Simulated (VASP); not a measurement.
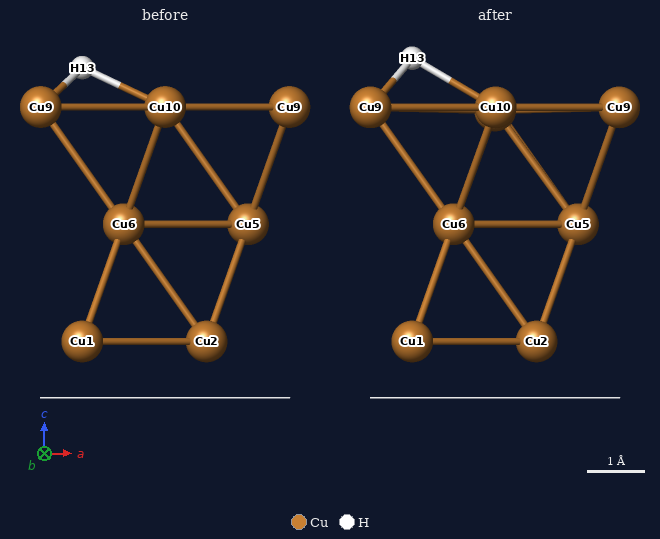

The structure of a slab of composition Cu$_{12}$H before (left) and after (right) a relaxation, at one scale.

Style: ball-and-stick. Shown: the 1 × 2 repeat of the cell, outlined in the plane, without the vacuum, along the b axis.

The run lets the atoms move in a fixed cell. 8 atoms are held fixed.

The calculation used VASP, Kohn-Sham DFT of a periodic cell, PBE with D3(BJ), VASP PAW PBE potentials, recommended.

The input:
```
SYSTEM = Cu12H
PREC = Accurate
ENCUT = 400
EDIFF = 1E-6
ISMEAR = 1
SIGMA = 0.1
LREAL = Auto
LASPH = .TRUE.
NELM = 80
ALGO = Normal
ISIF = 2
LWAVE = .FALSE.
LCHARG = .FALSE.
GGA = PE
IVDW = 12
IBRION = 2
NSW = 120
EDIFFG = -0.03
ISYM = 0
KPAR = 4
```

Run as
```bash
cat potpaw_PBE.64/Cu/POTCAR potpaw_PBE.64/H/POTCAR > POTCAR
mpirun -np 4 vasp_std > vasp.out
```

Q: Summarise the run.

A: Over 7 geometry steps the energy falls by 85.9 meV per cell of the calculation. Largest force component: 0.78 eV/Å at the start, 0.23 eV/Å at the end. The H atom moves most: 0.17 Å along the normal (+c). By element the largest moves are H 0.17 Å, Cu 0.06 Å. The cell stays as it was. Near-neighbour distances that change, for instance: Cu–H 1.632 → 1.722 Å, Cu–Cu 2.553 → 2.502 Å, Cu–Cu 2.553 → 2.569 Å, Cu–Cu 2.553 → 2.537 Å. Among the angles between lasting bonds that change: Cu–H–Cu 102.9° → 96.5°.
